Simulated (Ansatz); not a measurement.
## MgI2: 5 runs along one coordinate

System: MgI2 (Cm, 3 atoms in the cell).
Method: DFT PBEsol, scalar-relativistic, plane waves, PAW, no spin polarisation (Ansatz 0.2.0).

The 5 runs differ only in the geometry, by a shift of atoms along one path in a fixed cell. The shift s is measured from run 3: Mg1 moves along the Cartesian direction (0.00, 0.00, 1.00). The structure derives from an entry of the Crystallography Open Database.

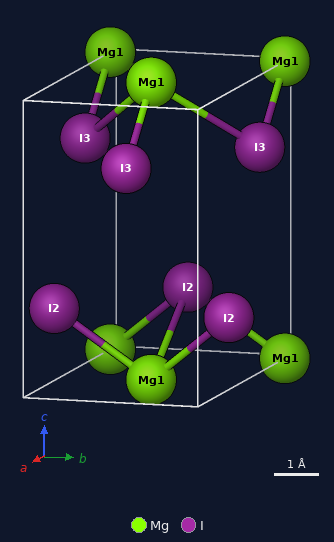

Figure 1. The structure of run 3 (ball-and-stick view of the cell 2 times as large as that of the calculation, set on its symmetry axes, seen slightly off an axis; atoms are numbered from 1 in the order of the input). An atom can appear more than once, as a periodic image.

## Input of run 3
```yaml
crystal:
  lattice:
    - [4.1537001214, 0.0, 0.0]
    - [-2.0768500607, 3.5972098248, 0.0]
    - [0.0, 0.0, 6.862]
  atoms:
    - { symbol: Mg, position: [-0.0625484781, -0.1250969562, 0.0] }
    - { symbol: I, position: [0.3333333333, 0.6666666667, 0.75763] }
    - { symbol: I, position: [0.6666666667, 0.3333333333, 0.24237] }
basis:
  ecutwfc: 420
kpoints:
  mp_grid: { grid: [6, 6, 4] }
hamiltonian:
  xc: pbesol
scf:
  occupations: { method: gaussian, width: 0.05 }
output:
  forces: true
  stress: true
  eigenvalues: true
```

Command:
```bash
ansatz run input.yaml --threads 1 --pin off --max-ram 2560MiB --backend cpu --events-out ev --progress --plain --runs-dir out
```

Run 4 differs from it as follows:
```diff
-    - { symbol: Mg, position: [-0.0625484781, -0.1250969562, 0.0] }
+    - { symbol: Mg, position: [-0.0625484781, -0.1250969562, 0.0327892743] }
```

## Results, with one run withheld

| run | shift s of Mg1 (Å) | free energy per atom, from the lowest run given (meV) | pressure (GPa) | gap on the mesh (eV) | force along the path (eV/Å) |
| --- | --- | --- | --- | --- | --- |
| 1 | −0.4500 | 194.75 | 3.15 | 2.21 | 2.802 |
| 2 | −0.2250 | 37.62 | 1.96 | 2.95 | 1.336 |
| 3 | 0.0000 | 0.00 | 1.71 | 3.42 | −0.357 |
| 4 | 0.2250 | ? | ? | ? | ? |
| 5 | 0.4500 | 314.41 | 4.30 | 2.13 | −3.755 |

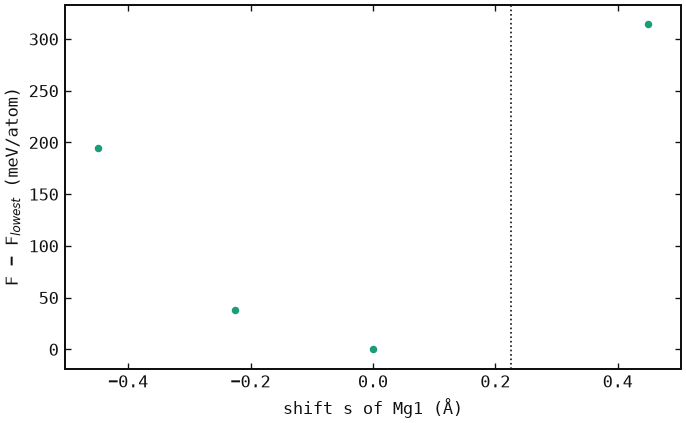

Figure 2. Free energy per atom of the runs given; the dotted line marks run 4.

What should run 4 give?

A quadratic polynomial in the coordinate, fitted to the 4 runs given, misses them by at most 2.26 meV per atom. With x = s + 0.0563, it reads F = −1.7544 − 9.0743 x + 1250.2 x² (meV per atom). At run 4 it gives 94.62 meV per atom, and the run itself gives 92.82. The slope of the fit gives a force −dF/ds of −2.083 eV/Å along the path (summed over the atoms that move), and the printed forces give −2.115 eV/Å. The fit has its minimum at s = −0.0527 Å. The fit misses that run by 1.80 meV per atom. The gap on the mesh lies between 2.13 eV (run 5) and 3.42 eV (run 3); run 4 has 2.86 eV. These are gaps of this functional on this mesh, which can miss the band edges; they aren't the measured gap.

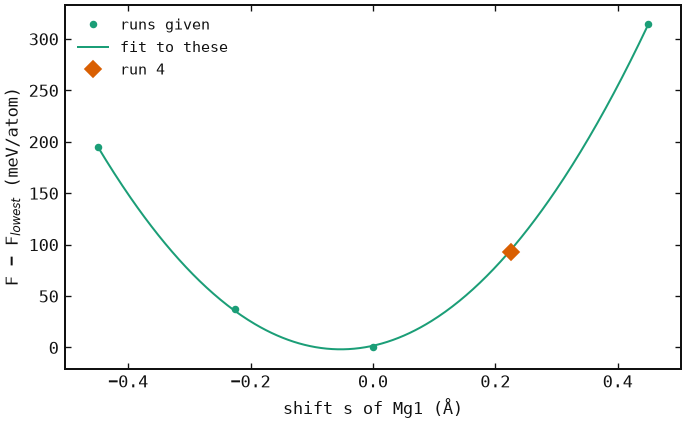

Figure 3. The fit and the withheld run.

## Output, shortened to warnings, some set-up lines, iterations and results (run 4)
```
Basis set: ecut = 420 eV, 1973 PW (Γ), exchange–correlation on 60×60×96 points (8 copies of the dense FFT grid, shifted against one another)
Symmetry: 2 space group operations
k-points: 47 of 144 (time reversal used)
Initial density: superposition of atomic densities (neutral atoms: chi_scale 0, normalization atom), corrected by the library's trained network
[...]
SCF iter   1: F=—  HF=-16779.276710 eV  |F-HF|=—  |Δ(HF+E_count)|=         —  Δρ=2.01e-3  dr2=2.84e-3  ethr=1.77e-3  ⟨swp⟩=7.7  Hψ=6341  notcnv=0
SCF iter   2: F=—  HF=-16779.274782 eV  |F-HF|=—  |Δ(HF+E_count)|=   1.93e-3  Δρ=1.14e-3  dr2=1.29e-3  ethr=6.45e-6  ⟨swp⟩=2.8  Hψ=2650  notcnv=0  defer=7
SCF iter   3: F=—  HF=-16779.274797 eV  |F-HF|=—  |Δ(HF+E_count)|=   1.52e-5  Δρ=3.66e-4  dr2=2.30e-4  ethr=2.92e-6  ⟨swp⟩=2.0  Hψ=2213  notcnv=0
SCF iter   4: F=—  HF=-16779.274732 eV  |F-HF|=—  |Δ(HF+E_count)|=   6.52e-5  Δρ=1.45e-4  dr2=2.70e-5  ethr=5.22e-7  ⟨swp⟩=2.0  Hψ=2209  notcnv=0
SCF iter   5: F=—  HF=-16779.274747 eV  |F-HF|=—  |Δ(HF+E_count)|=   1.53e-5  Δρ=2.67e-5  dr2=9.02e-7  ethr=6.14e-8  ⟨swp⟩=2.0  Hψ=2209  notcnv=0
SCF iter   6: F=-16779.274748 eV  HF=-16779.274748 eV  |F-HF|=8.75e-8  |Δ(HF+E_count)|=   6.29e-7  Δρ=8.89e-6  dr2=8.84e-8  ethr=2.27e-10  ⟨swp⟩=5.7  Hψ=6673  notcnv=0
SCF 1 converged in 6 iterations: F = -16779.274748 eV  dr2 = 8.84e-8
SCF converged after 6 iterations
Free energy (F): -16779.274748 eV
Harris-Foulkes:  -16779.274748 eV  (|F-HF|=8.75e-8)
Internal energy: -16779.274748 eV  (E = F + TS)
E sigma→0 (E₀):  -16779.274748 eV
Fermi energy:    6.739680 eV
--- Per-component energies (eV) ---
  E_band       = -1127.226780
  E_kinetic    = 455.872590
  E_local      = -5884.361907  (includes V_loc(G=0)·N_el)
  E_nonlocal   = -80.739311
  E_hartree    = 2769.641306
  E_xc         = -283.466056
  E_vxc        = -294.671316  (∫ρ·V_xc dr)
  E_paw        = -9755.387081  (= ΣΔE_a)
  E_vpaw       = -862.608219  (= ΣTr[D̂ρ^β])
  E_aug_tail   = 0.000033  (compensation charges beyond the density's cutoff)
  E_ewald      = -4001.717466
  E_core_change = 0.883146  (= ΣΔE_core)
  E_smearing   = -0.000000  (= −TS)
  E_closure    = 0.000000  (closes the sum)
  Σ components = -16779.274748   (vs F -16779.274748, Δ=0.00e0)
--- Forces (eV/Å), atoms counted from 1 ---
  atom   1  Mg     0.00000000     2.14725671    -2.11542443
  atom   2  I      0.00000000    -0.06559671     0.41552383
  atom   3  I      0.00000000    -2.08166872     1.69991287
  max |Σ_I F_I| component: 1.23e-5 eV/Å
--- Stress (GPa, compression-positive) ---
       -0.590532       0.000000       0.000000
        0.000000       5.396021      -4.496306
        0.000000      -4.496305       2.719864
  P = ⅓ Tr σ = 2.5085 GPa (25.085 kbar)
```
